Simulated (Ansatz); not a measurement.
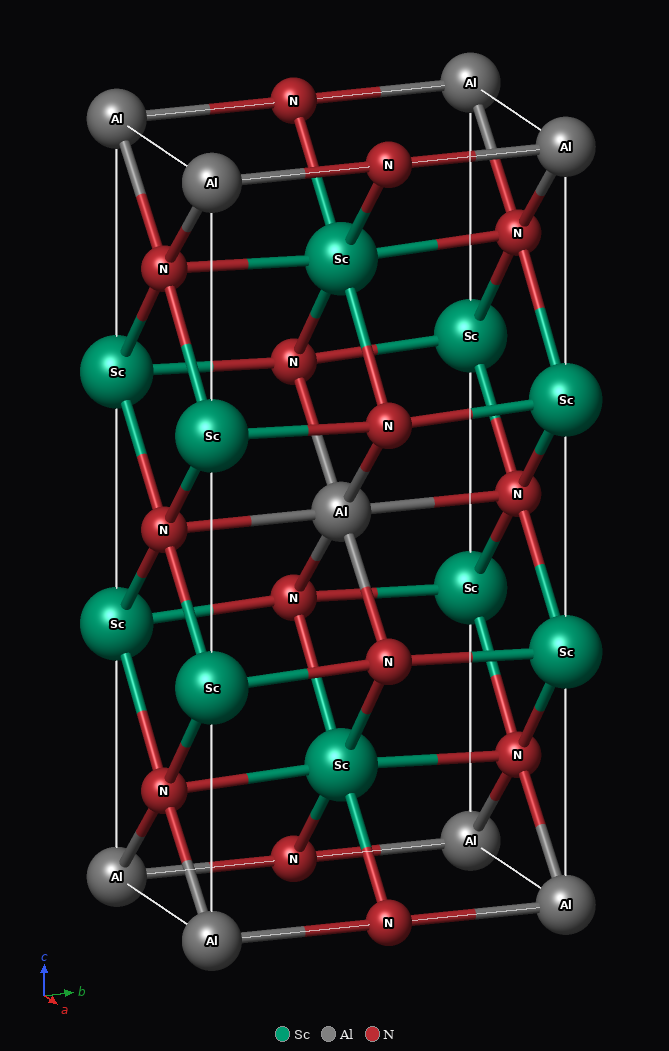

The figure gives a ball-and-stick picture of the atoms, viewed slightly off an axis. Thin lines show the conventional unit cell, with boundary atoms drawn in all their periodic places. Cell: a = 3.08 Å, b = 4.46 Å, c = 9.23 Å, α = 90.00°, β = 90.00°, γ = 90.00°.

The structure comes from a structure type filled with these elements by a generator (whether the compound takes this form wasn't checked). Earlier steps of the study may have refined or changed the cell and positions. It went into a calculation with Ansatz.

Describe the arrangement of the atoms.

Answer. It has the composition Sc2AlN3. The atoms follow space group Immm (No. 71); the Bravais lattice is body-centred orthorhombic. In the cell are 4 Sc, 2 Al, 6 N, which makes 2 formula units. Each Sc atom is coordinated by six N in an octahedral arrangement at about 2.2 to 2.3 Å. Al bonds to six N in an octahedral arrangement at about 2.1 to 2.2 Å. The N atoms are each bonded to four Sc and two Al in a distorted octahedral arrangement (about 2.2 to 2.3 Å to Sc, 2.1 to 2.2 Å to Al). The bonds build a three-dimensional framework.

Run with DFT PBE, scalar-relativistic, plane waves, PAW (Ansatz 0.2.0) and these settings: wavefunction cutoff 420 eV, k-points about 0.18 Å⁻¹ apart, Gaussian smearing of 0.02 eV, no spin polarisation.

What does the calculation say: metal or gapped?

Answer. A semiconductor at this level, with a gap of 0.53 eV, indirect.

Give the Bader charge of each element.

Answer. Sc +1.82 e; Al +2.42 e; N -2.05 to -1.97 e.

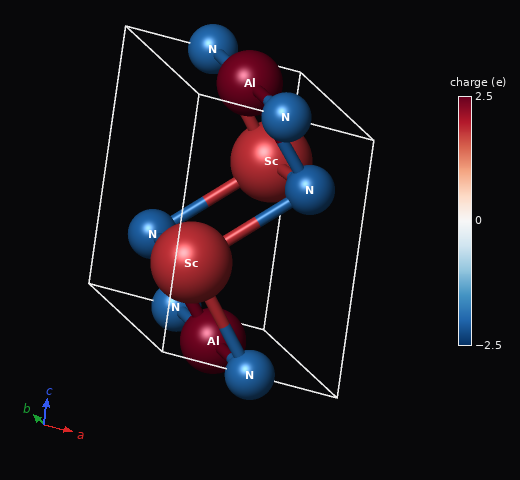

The atoms coloured by those charges. The run's cell of 6 atoms is drawn in a reduced setting, so axes and origin can differ from the first picture.

Does this geometry sit at a stationary point of the energy?

Answer. Yes. All forces vanish to within 0.01 eV/Å. The pressure is 0.0 GPa, close to zero.
